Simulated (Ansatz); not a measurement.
Input

```
crystal:
  lattice:
    - [4.2690184786, 0.0, 0.0]
    - [0.0, 4.2690184786, 0.0]
    - [0.0, 0.0, 4.2690184786]
  atoms:
    - { symbol: Ba, position: [0.0, 0.0, 0.0] }
    - { symbol: Zr, position: [0.5, 0.5, 0.5] }
    - { symbol: O, position: [0.0, 0.5, 0.5] }
    - { symbol: O, position: [0.5, 0.0, 0.5] }
    - { symbol: O, position: [0.5, 0.5, 0.0] }
basis:
  ecutwfc: 420
kpoints:
  mp_grid: { grid: [6, 6, 6] }
hamiltonian:
  xc: pbe
scf:
  occupations: { method: gaussian, width: 0.02 }
output:
  forces: true
  stress: true
  eigenvalues: true
  write_density: true
  write_potential: true
  elf: true
  volumetric_format: npy
```

Launched as:

```sh
ansatz run input.yaml --threads 2 --pin off --max-ram 5120MiB --backend cpu --events-out ev --progress --plain --runs-dir out
```

Below, planes, directions and counts refer to the conventional cell (a = 4.27 Å, b = 4.27 Å, c = 4.27 Å, α = 90.00°, β = 90.00°, γ = 90.00°).

Space group Pm-3m; changed on purpose from its base cell (volume × 1.03); computed pressure about −4 GPa in this cell.

Method: DFT PBE, scalar-relativistic, plane waves, PAW (Ansatz).

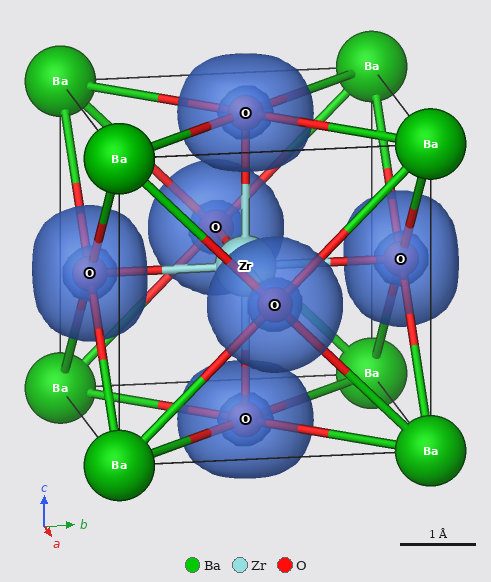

BaZrO₃. Isosurface of the ELF at 0.7 (blue), seen slightly off an axis. Core shells and regions of very low density are left out. Sticks mark near contacts.

In a PAW calculation such maps are meaningful between the atoms, not at the nuclei.

> What do the ELF domains correspond to?

The surface consists of three regions wrapped around O (the valence shell of each), counted in one cell of 5 atoms. Regions shared between cells count once. Profiles from the grid: Zr–O (2.13 Å): the ELF peaks at about 0.85 in the valence shell of O, 0.6 Å from its nucleus, and drops to about 0.20 between the two atoms (no localised pair shows between them). Ba–O (3.02 Å): the ELF is about 0.10 at the midpoint: a largely ionic contact.
